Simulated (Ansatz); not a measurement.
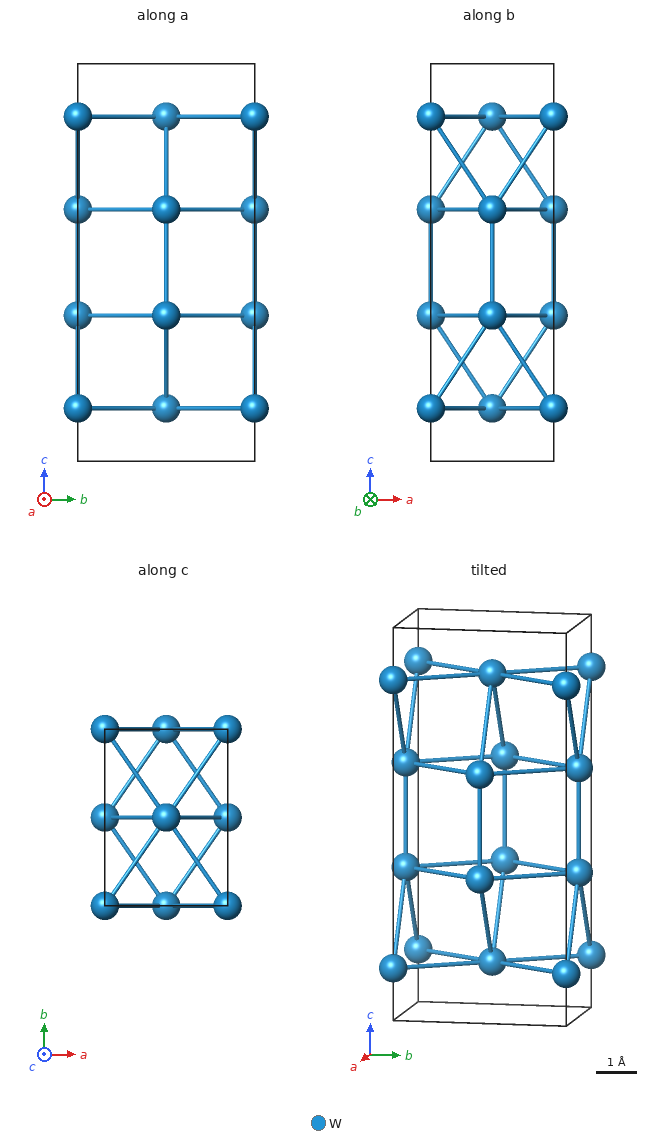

Crystal structure, ball-and-stick style, seen along the a axis, along the b axis, along the c axis and slightly off an axis. The frame is the conventional unit cell; atoms at its boundary are shown with their periodic copies.

Lattice parameters: a = 3.0764 Å, b = 4.4310 Å, c = 9.9754 Å, α = 90.000°, β = 90.000°, γ = 90.000°.

> Reconstruct the structure as a CIF with its space group and independent sites, with free fractional coordinates to two decimals.

```cif
data_structure
_symmetry_space_group_name_H-M 'F m m m'
_symmetry_Int_Tables_number 69
_cell_length_a 3.0764
_cell_length_b 4.4310
_cell_length_c 9.9754
_cell_angle_alpha 90.000
_cell_angle_beta 90.000
_cell_angle_gamma 90.000
_cell_volume 135.98
loop_
_atom_site_label
_atom_site_type_symbol
_atom_site_symmetry_multiplicity
_atom_site_Wyckoff_symbol
_atom_site_fract_x
_atom_site_fract_y
_atom_site_fract_z
_atom_site_occupancy
W1 W 8 i 0.00 0.00 0.13 1
```

The structure was taken from a structure type filled with this element by a generator (whether the element takes this form wasn't checked). Atoms and cell were optimised with DFT PBE, scalar-relativistic, plane waves, PAW (Ansatz 0.2.0).
